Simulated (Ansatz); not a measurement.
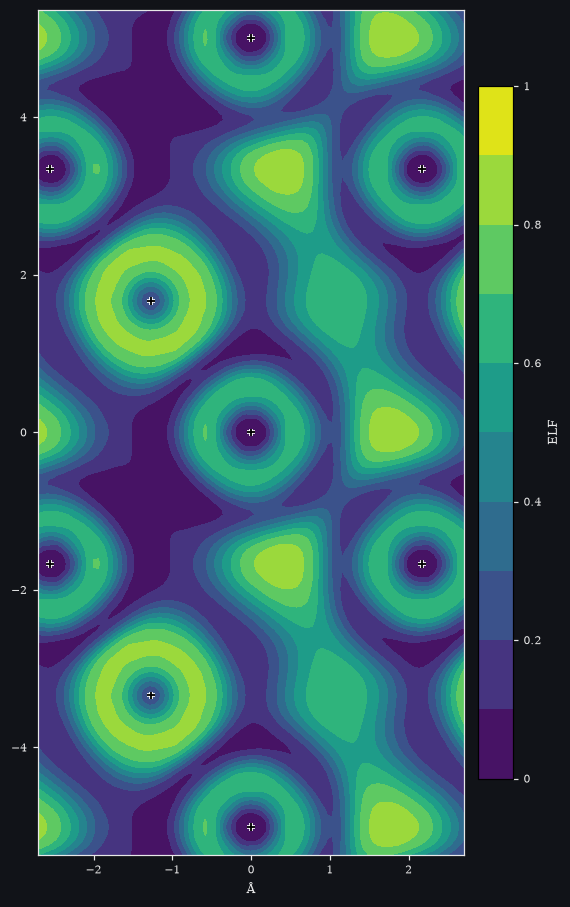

The electron localisation function on a plane through atoms (crosses mark nuclei in the plane).

Theory: DFT r2SCAN, scalar-relativistic, plane waves, PAW in Ansatz 0.2.0.

Candidates:
A. Sn, a = 6.56 Å, b = 6.56 Å, c = 6.56 Å, α = 90.00°, β = 90.00°, γ = 90.00°. Space group Fd-3m; a structure from a database of computed crystals, not necessarily the ambient phase.
B. Ti2O, a = 2.89 Å, b = 2.89 Å, c = 4.72 Å, α = 90.00°, β = 90.00°, γ = 120.00°. Space group P-3m1; changed on purpose from its base cell (equal strain along all axes, cell held, atoms relaxed: -2.0 %); computed pressure about 14 GPa in this cell; computed without spin polarisation.

Q: Which system is this?

A: Candidate B: Ti2O on the (110) plane of the conventional cell, which holds Ti and O. Ti–O (2.10 Å): the ELF peaks at about 0.80 in the valence shell of O, 0.6 Å from its nucleus, and is about 0.10 at the midpoint (no shared electron pair shows on this line). Ti–Ti (2.74 Å): the ELF is about 0.25 at the midpoint; no localised pair shows between them.
